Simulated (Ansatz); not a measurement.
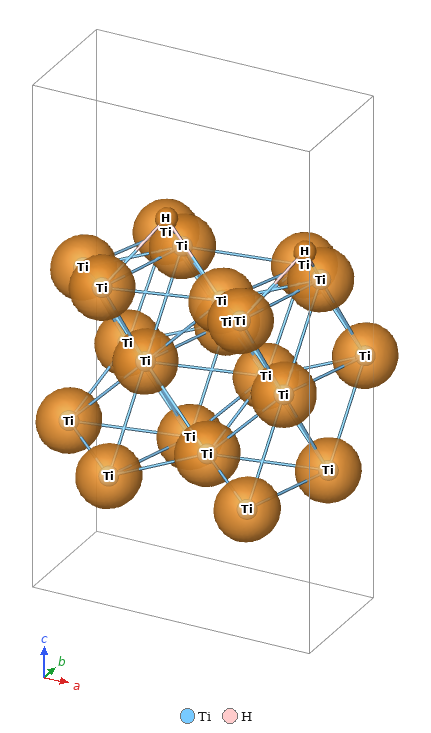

Figure 1: Ti$_{9}$H (slab). Isosurface of the valence electron density at 1 e/Å³ (orange), seen at an oblique angle. Sticks mark near contacts.

A point of a scan over the structure, not its minimum; not relaxed (largest force 1.5 eV/Å); computed without spin polarisation; PAW files of the earlier set (soft_1).

Computed with DFT PBE, scalar-relativistic, plane waves, PAW in Ansatz 0.2.0.

The calculation's input:

```
crystal:
  lattice:
    - [4.5793473381, 0.0, 0.0]
    - [-2.289673669, 4.8731803173, 0.0]
    - [0.0, 0.0, 20.8008028311]
  atoms:
    - { symbol: Ti, position: [0.5259511637, 0.0519023274, 0.19230027] }
    - { symbol: Ti, position: [0.8311413964, 0.6622827928, 0.2107665519] }
    - { symbol: Ti, position: [0.1363316291, 0.2726632583, 0.229232834] }
    - { symbol: Ti, position: [0.3570925601, 0.7141851202, 0.3030979621] }
    - { symbol: Ti, position: [0.6640847992, 0.3281368264, 0.3193552711] }
    - { symbol: Ti, position: [0.9697449144, 0.9393324533, 0.3378269322] }
    - { symbol: Ti, position: [0.1905287611, 0.3816414126, 0.4115069858] }
    - { symbol: Ti, position: [0.5011079414, 0.0025593214, 0.4254608482] }
    - { symbol: Ti, position: [0.8026484359, 0.605537828, 0.4471367238] }
    - { symbol: H, position: [0.8026484359, 1.355537828, 0.5048939006] }
basis:
  ecutwfc: 420
kpoints:
  mp_grid: { grid: [7, 6, 1] }
hamiltonian:
  xc: pbe
  pseudopotentials: { kind: paw, azcp: { folder: soft_1 } }
scf:
  occupations: { method: gaussian, width: 0.1 }
output:
  forces: true
  eigenvalues: true
  write_density: true
  write_potential: true
  elf: true
  volumetric_format: npy
relax:
  adjacent_minimum: "off"
  f_tol: 0.025
  max_steps: 16
  constraints: [{ sites: [0, 1, 2, 3, 4, 5, 6, 7, 8] }, { sites: [9], fix: xy }]
efield:
  axis: 3
  dipole_correction: true
  ramp_width: 0.04
```

Run with:

```sh
ansatz run input.yaml --threads 4 --pin off --max-ram 12288MiB --backend cpu --events-out ev --progress --plain --runs-dir out
```

The fields are those of the run's last geometry, not of the input's.

What does this surface tell about the bonding?

Answer. At this value the density breaks into separate islands; it holds about 65 % of the electrons treated as valence (semicore included). It bridges none of the near contacts. It is pinched off along the sampled Ti–H (1.73 Å), Ti–Ti (2.64 Å), Ti–Ti (2.72 Å) and Ti–Ti (2.78 Å) contacts. On the grid the lowest density along these lines, outside the cores, is 0.59 e/Å³ (Ti–H, 1.73 Å), 0.21 e/Å³ (Ti–Ti, 2.64 Å), 0.21 e/Å³ (Ti–Ti, 2.72 Å) and 0.2 e/Å³ (Ti–Ti, 2.78 Å).
